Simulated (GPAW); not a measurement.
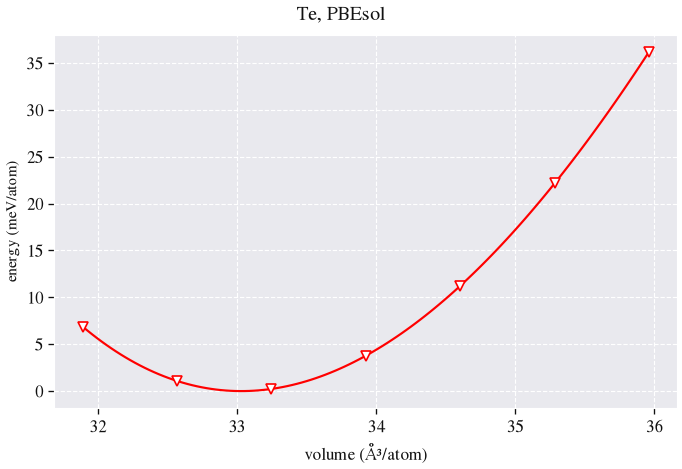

The plot gives the computed energy against volume for Te, space group P3_121 (No. 152).

Structure:
```xyz
3
Lattice="4.4540 0.0000 0.0000 -2.2270 3.8573 0.0000 0.0000 0.0000 5.9240" Properties=species:S:1:pos:R:3 pbc="T T T"
Te    1.6279    2.8197    0.0000
Te   -0.5991    1.0376    3.9493
Te    1.1981    0.0000    1.9747
```

How it was computed, with GPAW 26.7.0: PAW DFT in plane waves, on a grid or in atomic orbitals, no spin polarisation; energies at scaled volumes of the given cell, shape and fractions fixed, counted from the fit's minimum, third-order Birch-Murnaghan fit. Level: PBEsol.

| setting | value |
| --- | --- |
| k mesh | 7×7×5 |
| occupations | Fermi–Dirac |
| smearing width | 0.05 eV |
| potentials | PAW data sets made by gpaw setup for the functional |
| wave cutoff | 600 eV |
| program settings | basis pw |

From this curve and the settings, what does the calculation give for the pressure at the same points?

The pressure falls from 1.98 GPa at volume 31.89 Å³/atom to −3.66 GPa at 35.96 Å³/atom, and changes sign near 33.03 Å³/atom.

```tsv
volume (Å³/atom)	pressure (GPa)
31.89	1.98
32.57	0.75
33.25	-0.35
33.93	-1.33
34.60	-2.20
35.28	-2.97
35.96	-3.66
```

Limits of the calculation: shape and atomic fractions are frozen while scaling, which makes layered, chain and framework solids too stiff.
